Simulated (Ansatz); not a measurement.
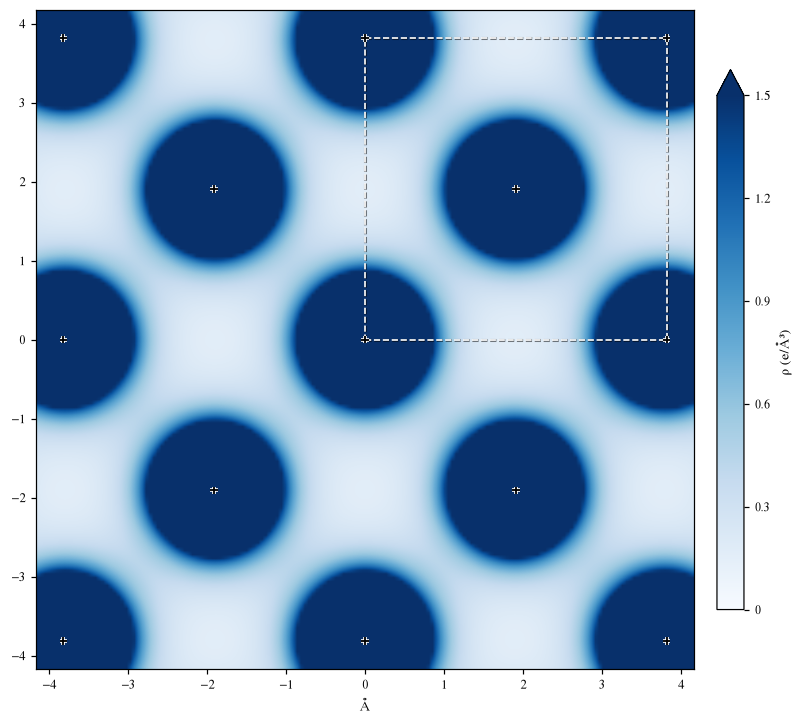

The valence electron density on a plane through atoms (crosses mark nuclei in the plane).

Method: DFT LDA, scalar-relativistic, plane waves, PAW in Ansatz 0.2.0.

Candidates:
A. AlP, a = 5.40 Å, b = 5.40 Å, c = 5.40 Å, α = 90.00°, β = 90.00°, γ = 90.00°. Space group F-43m; changed on purpose from its base cell (volume × 0.98, shape and atoms relaxed).
B. GaAs, a = 5.60 Å, b = 5.60 Å, c = 5.60 Å, α = 90.00°, β = 90.00°, γ = 90.00°. Space group F-43m.
C. Pt, a = 3.82 Å, b = 3.82 Å, c = 3.82 Å, α = 90.00°, β = 90.00°, γ = 90.00°. Space group Fm-3m; computed pressure about 22 GPa in this cell.

Which system is this?

Candidate C: Pt on the (100) plane of the conventional cell, which holds Pt. Pt–Pt (2.70 Å): ρ is about 0.43 e/Å³ halfway.
